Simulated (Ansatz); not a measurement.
## Run report: EuO, single-point calculation (part 2 of 2)

Continued. System: EuO (Fm-3m, 4 atoms in the cell). Method: DFT LDA+U, scalar-relativistic, plane waves, PAW, Ueff = 8 eV on Eu atom 1 f; Ueff = 8 eV on Eu atom 3 f, spin-polarised (Ansatz 0.2.0); cutoff 420 eV, 6×6×6 k-mesh, Gaussian smearing of 0.05 eV, collinear spins. The structure was built on a prototype by a generator; it need not be a known phase. It belongs to a series of runs on one base structure; here: natural orbitals of the symmetric run, filled by rank.

Geometry of the input (Å; fractional positions):
```
0.0000  2.5720  2.5720
2.5720  0.0000  2.5720
5.1439  5.1439  0.0000
Eu 0.5000  0.5000  0.2500
O  0.0000  0.0000  0.0000
Eu 0.5000  0.5000  0.7500
O  -0.0000  0.0000  0.5000
```

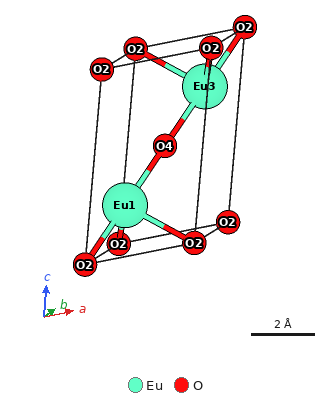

*The structure as given in the input (ball-and-stick view of the reduced cell, seen slightly off an axis; atoms are numbered from 1 in the order of the input).*

## The program's output, continued
```
SCF iter   1: F=—  HF=-18246.331120 eV  |F-HF|=—  |Δ(HF+E_count)|=         —  Δρ=3.15e-1 (↑3.15e-1 ↓3.15e-1)  dr2=1.29e1  dr2_m=5.89e1  M=0.000 μB ∫|m|=14.189 μB  β_m=1.00  ethr=3.10e-3  ⟨swp⟩=5.3  Hψ=4448  notcnv=0  defer=12
preconditioner: auto → Resta (q_TF=auto, 2.556 Å⁻¹)  ε∞=4.7  [insulator: Δε(μ)=3.625 eV  Ē_g=15.090 eV  σ=0.050 eV  W_gap=1.00  n_scr=22 (ndim 8)  ℏωp=29.2 eV  f_vac=0.000  D(μ)=0.00/eV (n_scr^D=0)  ε∞_Penn≈4.7]
spin=Collinear: Resta preconditioning applied to the charge; magnetization (m = ρ↑ − ρ↓) channel mixes plain (no charge-response kernel on spin).
SCF iter   2: F=—  HF=-18230.268496 eV  |F-HF|=—  |Δ(HF+E_count)|=    1.61e1  Δρ=4.82e-2 (↑4.82e-2 ↓4.82e-2)  dr2=2.47e0  dr2_m=9.32e-1  M=0.000 μB ∫|m|=14.153 μB  β_m=1.00  ethr=3.10e-3  ⟨swp⟩=3.1  Hψ=3203  notcnv=0  defer=235
SCF iter   3: F=—  HF=-18236.455857 eV  |F-HF|=—  |Δ(HF+E_count)|=    6.19e0  Δρ=1.80e-2 (↑1.80e-2 ↓1.80e-2)  dr2=4.96e-1  dr2_m=2.35e-2  M=0.000 μB ∫|m|=14.129 μB  β_m=1.00  ethr=3.10e-3  ⟨swp⟩=2.9  Hψ=1876  notcnv=0  defer=235
SCF iter   4: F=—  HF=-18241.698224 eV  |F-HF|=—  |Δ(HF+E_count)|=    5.24e0  Δρ=7.52e-3 (↑7.52e-3 ↓7.52e-3)  dr2=3.95e-2  dr2_m=2.31e-2  M=0.000 μB ∫|m|=14.093 μB  β_m=0.30  ethr=1.08e-3  ⟨swp⟩=2.8  Hψ=2066  notcnv=0  defer=235
SCF iter   5: F=—  HF=-18245.065089 eV  |F-HF|=—  |Δ(HF+E_count)|=    3.37e0  Δρ=6.05e-3 (↑6.05e-3 ↓6.05e-3)  dr2=7.71e-3  dr2_m=2.01e-2  M=0.000 μB ∫|m|=14.089 μB  β_m=0.30  ethr=8.58e-5  ⟨swp⟩=2.5  Hψ=2347  notcnv=0  defer=225
SCF iter   6: F=—  HF=-18246.242549 eV  |F-HF|=—  |Δ(HF+E_count)|=    1.18e0  Δρ=5.45e-3 (↑5.45e-3 ↓5.45e-3)  dr2=3.11e-3  dr2_m=1.74e-2  M=0.000 μB ∫|m|=14.082 μB  β_m=0.30  ethr=1.68e-5  ⟨swp⟩=2.8  Hψ=2011  notcnv=0  defer=225
SCF iter   7: F=—  HF=-18246.775794 eV  |F-HF|=—  |Δ(HF+E_count)|=   5.33e-1  Δρ=4.51e-3 (↑4.51e-3 ↓4.51e-3)  dr2=5.45e-5  dr2_m=1.26e-2  M=0.000 μB ∫|m|=14.075 μB  β_m=0.30  ethr=6.75e-6  ⟨swp⟩=2.7  Hψ=1920  notcnv=0  defer=225
SCF iter   8: F=—  HF=-18247.015635 eV  |F-HF|=—  |Δ(HF+E_count)|=   2.40e-1  Δρ=3.78e-3 (↑3.78e-3 ↓3.78e-3)  dr2=3.00e-5  dr2_m=8.92e-3  M=0.000 μB ∫|m|=14.073 μB  β_m=0.30  ethr=1.19e-7  ⟨swp⟩=4.1  Hψ=2692  notcnv=0  defer=225
Mixer restart at iter 8: flushing history
spin-set hold released at iteration 8 (site moments contracting): the magnetisation degrees of freedom join the quasi-Newton model from the next iteration; the mixer history was flushed
SCF iter   9: F=—  HF=-18247.132981 eV  |F-HF|=—  |Δ(HF+E_count)|=   1.17e-1  Δρ=3.10e-3 (↑3.10e-3 ↓3.10e-3)  dr2=2.29e-5  dr2_m=5.99e-3  M=0.000 μB ∫|m|=14.071 μB  β_m=0.64  ethr=6.52e-8  ⟨swp⟩=3.1  Hψ=2158  notcnv=0  defer=225
SCF iter  10: F=—  HF=-18247.252180 eV  |F-HF|=—  |Δ(HF+E_count)|=   1.19e-1  Δρ=7.66e-4 (↑7.66e-4 ↓7.66e-4)  dr2=4.60e-5  dr2_m=3.51e-4  M=0.000 μB ∫|m|=14.068 μB  β_m=0.82  ethr=4.97e-8  ⟨swp⟩=4.0  Hψ=2921  notcnv=0  defer=225
SCF iter  11: F=—  HF=-18247.252332 eV  |F-HF|=—  |Δ(HF+E_count)|=   1.53e-4  Δρ=1.57e-4 (↑1.57e-4 ↓1.57e-4)  dr2=4.18e-5  dr2_m=3.87e-6  M=0.000 μB ∫|m|=14.069 μB  β_m=0.82  ethr=4.97e-8  ⟨swp⟩=2.7  Hψ=1791  notcnv=0  defer=225
Mixer restart at iter 11: flushing history
SCF iter  12: F=—  HF=-18247.254325 eV  |F-HF|=—  |Δ(HF+E_count)|=         —  Δρ=1.53e-4 (↑1.53e-4 ↓1.53e-4)  dr2=3.96e-5  dr2_m=3.67e-6  M=0.000 μB ∫|m|=14.069 μB  β_m=0.82  ethr=4.97e-8  ⟨swp⟩=1.0  Hψ=973  notcnv=0  defer=225
SCF iter  13: F=—  HF=-18247.302473 eV  |F-HF|=—  |Δ(HF+E_count)|=   4.81e-2  Δρ=1.79e-4 (↑1.79e-4 ↓1.79e-4)  dr2=4.72e-5  dr2_m=6.49e-6  M=0.000 μB ∫|m|=14.073 μB  β_m=0.91  ethr=4.97e-8  ⟨swp⟩=3.5  Hψ=2612  notcnv=0  defer=225
SCF iter  14: F=—  HF=-18247.304215 eV  |F-HF|=—  |Δ(HF+E_count)|=   1.74e-3  Δρ=2.12e-4 (↑2.12e-4 ↓2.12e-4)  dr2=1.03e-4  dr2_m=1.14e-6  M=0.000 μB ∫|m|=14.075 μB  β_m=0.80  ethr=4.97e-8  ⟨swp⟩=2.4  Hψ=2091  notcnv=0  defer=220
SCF iter  15: F=—  HF=-18247.304196 eV  |F-HF|=—  |Δ(HF+E_count)|=   1.86e-5  Δρ=9.03e-5 (↑9.03e-5 ↓9.03e-5)  dr2=1.82e-5  dr2_m=1.44e-7  M=0.000 μB ∫|m|=14.074 μB  β_m=0.71  ethr=4.97e-8  ⟨swp⟩=2.9  Hψ=1788  notcnv=0  defer=220
SCF iter  16: F=—  HF=-18247.304192 eV  |F-HF|=—  |Δ(HF+E_count)|=   4.21e-6  Δρ=2.95e-5 (↑2.95e-5 ↓2.95e-5)  dr2=2.02e-6  dr2_m=1.81e-8  M=0.000 μB ∫|m|=14.074 μB  β_m=0.85  ethr=3.96e-8  ⟨swp⟩=2.2  Hψ=1297  notcnv=0  defer=220
SCF iter  17: F=—  HF=-18247.304192 eV  |F-HF|=—  |Δ(HF+E_count)|=   3.25e-7  Δρ=7.27e-6 (↑7.27e-6 ↓7.27e-6)  dr2=5.25e-8  dr2_m=1.29e-8  M=0.000 μB ∫|m|=14.074 μB  β_m=0.67  ethr=2.17e-10  ⟨swp⟩=20.9  Hψ=11924  notcnv=0
SCF iter  18: F=-18247.304192 eV  HF=-18247.304192 eV  |F-HF|=1.69e-9  |Δ(HF+E_count)|=   3.53e-8  Δρ=1.23e-6 (↑1.23e-6 ↓1.23e-6)  dr2=2.38e-9  dr2_m=3.88e-10  M=0.000 μB ∫|m|=14.074 μB  ethr=1.14e-10  ⟨swp⟩=11.3  Hψ=7682  notcnv=0
SCF 1 converged in 18 iterations: F = -18247.304192 eV  dr2 = 2.38e-9
  greatest PAW one-centre occupation: 1.000 electrons in one spin orbital (limit 2), on the Eu atom at site 2 (counted from 0), in its partial waves of l = 0
SCF converged after 18 iterations
Magnetization: 0.0000 μB (23.0000 up, 23.0000 down)
Absolute magnetization: 14.0743 μB (∫|ρ↑−ρ↓|, with the PAW one-centre terms)
Spin contamination: 7.0123 ħ² per cell (⟨S²⟩ above its minimum at these occupations)
Per-site moments (μB) at R_I (Å): [(6.751527161401642, 1.0609301876250001), (5.993178123112582e-17, 1.060930187625), (-6.75152716140164, 1.060930187625), (-5.172364483631589e-17, 1.0609301876250001)]
Free energy (F): -18247.304192 eV
Harris-Foulkes:  -18247.304192 eV  (|F-HF|=1.69e-9)
Internal energy: -18247.304192 eV  (E = F + TS)
E sigma→0 (E₀):  -18247.304192 eV
Fermi energy:    12.102714 eV
--- Per-component energies (eV) ---
  E_band       = 80.706057
  E_kinetic    = 1051.143012
  E_local      = -3951.981222  (includes V_loc(G=0)·N_el)
  E_nonlocal   = 1073.895192
  E_hartree    = 1546.884813
  E_xc         = -497.113316
  E_vxc        = -592.482316  (∫ρ·V_xc dr)
  E_hubbard    = 0.420446  (on-site DFT+U / exact-exchange correction)
  E_vhub       = -55.029650  (the Hubbard potential's part of the band-sum identity)
  E_paw        = -12679.435490  (= ΣΔE_a)
  E_vpaw       = -538.612002  (= ΣTr[D̂ρ^β])
  E_aug_tail   = 0.004917  (compensation charges beyond the density's cutoff)
  E_ewald      = -4793.586163
  E_core_change = 2.463620  (= ΣΔE_core)
  E_smearing   = -0.000000  (= −TS)
  E_closure    = 0.000000  (closes the sum)
  Σ components = -18247.304192   (vs F -18247.304192, Δ=0.00e0)
--- Specified on-site occupations, and those of the state reported ---
  electrons in the specified blocks: 13.8600 specified, 13.9677 found
  site 0 (l=f) ↑: largest change of an orbital's occupation 0.0270; electrons 6.7900 specified, 6.9655 found; spectral distance 0.0665
  site 2 (l=f) ↓: largest change of an orbital's occupation 0.0270; electrons 6.7900 specified, 6.9655 found; spectral distance 0.0665
  site 2 (l=f) ↑: largest change of an orbital's occupation 0.0197; electrons 0.1400 specified, 0.0183 found; spectral distance 0.0461
  site 0 (l=f) ↓: largest change of an orbital's occupation 0.0197; electrons 0.1400 specified, 0.0183 found; spectral distance 0.0461
--- Forces (eV/Å), atoms counted from 1 ---
  atom   1  Eu     0.00000000     0.00000000     0.00000000
  atom   2  O      0.00000000     0.00000000    -0.00000000
  atom   3  Eu    -0.00000000    -0.00000000     0.00000000
  atom   4  O     -0.00000000    -0.00000000     0.00000000
  max |Σ_I F_I| component: 5.36e-29 eV/Å
--- Stress (GPa, compression-positive) ---
       -5.523888       0.104699      -0.104699
        0.104699      -5.523888      -0.104699
       -0.104699      -0.104699      -5.523888
  P = ⅓ Tr σ = -5.5239 GPa (-55.239 kbar)
--- Band table (eV; the first three rows and the last of 64) ---
  k-point 0 ↑: bands = ["-26.9715", "-24.0327", "-7.0618", "-5.5894", "-5.5894", "-4.7406", "-4.4651", "-3.3118", "-3.3118", "-2.3841", "7.7218", "8.8091", "8.8091", "9.3777", "9.3834", "9.3834", "10.3540", "10.5610", "10.5610", "10.7073", "11.3342", "11.3692", "11.3692", "13.7369", "15.7338", "15.8324", "15.8324", "16.4965", "18.1484", "18.1484", "18.8194", "18.8194", "18.8581", "21.8006", "22.2515", "22.2515"]
  k-point 1 ↑: bands = ["-26.9713", "-24.0332", "-7.0031", "-5.5894", "-5.5894", "-5.1009", "-4.1336", "-3.3120", "-3.3120", "-2.4128", "7.8160", "8.8399", "8.8399", "9.2507", "9.3754", "9.3754", "10.3464", "10.5576", "10.5576", "10.7073", "11.2325", "11.3072", "11.3072", "14.1035", "15.6593", "15.9720", "15.9720", "16.4228", "18.3196", "18.3196", "18.4322", "18.6151", "18.6151", "21.7141", "21.7141", "22.0054"]
  k-point 2 ↑: bands = ["-26.9709", "-24.0341", "-6.8592", "-5.5893", "-5.5893", "-5.5082", "-3.8012", "-3.3123", "-3.3123", "-2.4794", "8.0795", "8.9097", "8.9097", "8.9218", "9.3546", "9.3546", "10.3276", "10.5508", "10.5508", "10.7073", "11.0862", "11.1838", "11.1838", "14.9889", "15.5331", "16.2787", "16.3460", "16.3460", "17.4186", "18.0108", "18.0108", "18.8825", "18.8825", "20.8685", "20.8685", "22.3593"]
  k-point 31 ↓: bands = ["-26.8987", "-23.9356", "-6.6266", "-6.6181", "-5.9423", "-4.9059", "-4.8675", "-3.7138", "-2.9941", "-2.9807", "8.5565", "8.5684", "9.1859", "9.1934", "9.5549", "9.5750", "10.5491", "10.5738", "10.5874", "10.6198", "10.6847", "10.6850", "10.7072", "15.6218", "15.6703", "16.4762", "17.0333", "18.9122", "18.9157", "19.7114", "19.9715", "21.5538", "21.5990", "22.2831", "22.3080", "22.9211"]
Occupation matrices written to [file]
--- Löwdin populations: 4 sites ---
  site symbol       q [e]    m [muB]
     0     Eu     16.4339     7.0290
     1      O      6.5328     0.0000
     2     Eu     16.4339    -7.0290
     3      O      6.5328     0.0000
  spilling = 0.001450 (of n_electrons = 46.000000)
--- Occupation matrices: 2 shells (run DFT+U table (all-electron-ortho-atomic); ε = 5.56e-4) ---
  Eu0 f_4F: site group Oh (m-3m); on the run's cell D3d (-3m)
  Eu0 f_4F up     Tr n = 6.9655  λ = 0.993 0.994 0.994 0.994 0.997 0.997 0.997  [xyz 1.00 (A2u 1.00) A2u(1.00)/A2u(1.00) | 2× z3 0.33 (T1u 0.99) T1u(0.99)/Eu(1.00) | z3 0.33 (T1u 1.00) T1u(1.00)/A2u(1.00) | 3× z(x2-y2) 0.33 (T2u 0.99) T2u(0.99)/Eu(0.67)]
  Eu0 f_4F dn     Tr n = 0.0183  λ = 0.000 0.002 0.002 0.002 0.004 0.004 0.004  [xyz 1.00 (A2u 1.00) A2u(1.00)/A2u(1.00) | 3× z(x2-y2) 0.33 (T2u 1.00) T2u(1.00)/Eu(0.67) | 3× z3 0.33 (T1u 1.00) T1u(1.00)/Eu(0.67)]
  specified occupation → Eu0 f_4F up: matrix, ‖Δ‖_F = 0.0665, Tr Δ = -0.1755, displaced = 0.0878, d_λ = 0.0665; orbital distance = 0.0000
  specified occupation → Eu0 f_4F dn: matrix, ‖Δ‖_F = 0.0461, Tr Δ = +0.1217, displaced = 0.0608, d_λ = 0.0461; orbital distance = 0.0000
  Eu2 f_4F: site group Oh (m-3m); on the run's cell D3d (-3m)
  Eu2 f_4F up     Tr n = 0.0183  λ = 0.000 0.002 0.002 0.002 0.004 0.004 0.004  [xyz 1.00 (A2u 1.00) A2u(1.00)/A2u(1.00) | 3× z(x2-y2) 0.33 (T2u 1.00) T2u(1.00)/Eu(0.67) | 3× z3 0.33 (T1u 1.00) T1u(1.00)/Eu(0.67)]
  Eu2 f_4F dn     Tr n = 6.9655  λ = 0.993 0.994 0.994 0.994 0.997 0.997 0.997  [xyz 1.00 (A2u 1.00) A2u(1.00)/A2u(1.00) | 2× z3 0.33 (T1u 0.99) T1u(0.99)/Eu(1.00) | z3 0.33 (T1u 1.00) T1u(1.00)/A2u(1.00) | 3× z(x2-y2) 0.33 (T2u 0.99) T2u(0.99)/Eu(0.67)]
  specified occupation → Eu2 f_4F up: matrix, ‖Δ‖_F = 0.0461, Tr Δ = +0.1217, displaced = 0.0608, d_λ = 0.0461; orbital distance = 0.0000
  specified occupation → Eu2 f_4F dn: matrix, ‖Δ‖_F = 0.0665, Tr Δ = -0.1755, displaced = 0.0878, d_λ = 0.0665; orbital distance = 0.0000
  Tr n, λ and their labels are of the run-group-symmetrised matrices; stabiliser: 24 of 48 elements of G0×{1,Θ} (closed), max defect 6.0e-15 at τ = 1.2e-4
```

## Results in brief

```csv
quantity,value
outcome,converged
space group (tolerance 0.01 Å),Fm-3m (225)
electrons treated,46
free energy,−18247.3042 eV
Fermi energy,12.103 eV
gap on the k-point mesh,1.47 eV
net moment of the cell,0.00 μB
integrated absolute moment,14.07 μB
pressure,−5.52 GPa
largest force (length of the vector),under 0.001 eV/Å
hardware,"4 threads of Arm Neoverse V2, 24 GiB of memory available, shared host"
wall time,3.3 s (CPU time 12 s)
peak memory,0.51 GiB
```

## Remarks

DFT+U on an f shell has many self-consistent states, and spin–orbit coupling is left out here. The cell is under a tension of 5.5 GPa at this level, so it is not at its equilibrium volume.
